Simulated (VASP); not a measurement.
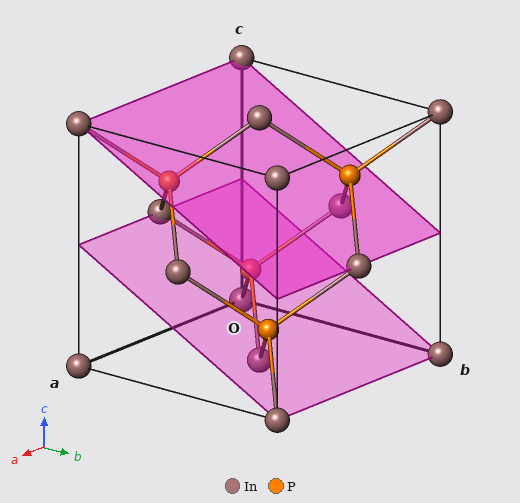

Crystal: InP, the end point of a relaxation with VASP, VASP Kohn-Sham DFT of a periodic cell, PBE0, VASP PAW PBE potentials, recommended. Every member of one family of equally spaced planes, hx + ky + lz = a whole number, that cuts the unit cell is shaded (one member passes through the origin O, touching the cell only at an edge or corner). The drawing is computed from the coordinates (standard cell, symmetry found to 0.002 Å).

a = 5.895 Å, b = 5.895 Å, c = 5.895 Å, α = 90.00°, β = 90.00°, γ = 90.00°.

Q: Index the planes.

A: (0 1 2); the opposite sign names the same planes. The member next to the origin meets the axes a never, b at 1, c at 1/2.

Q: What is the spacing?

A: d = 2.636 Å.

Q: Which atoms of the cell lie in these planes (within 0.03 Å)?

A: 2 of the 4 In.
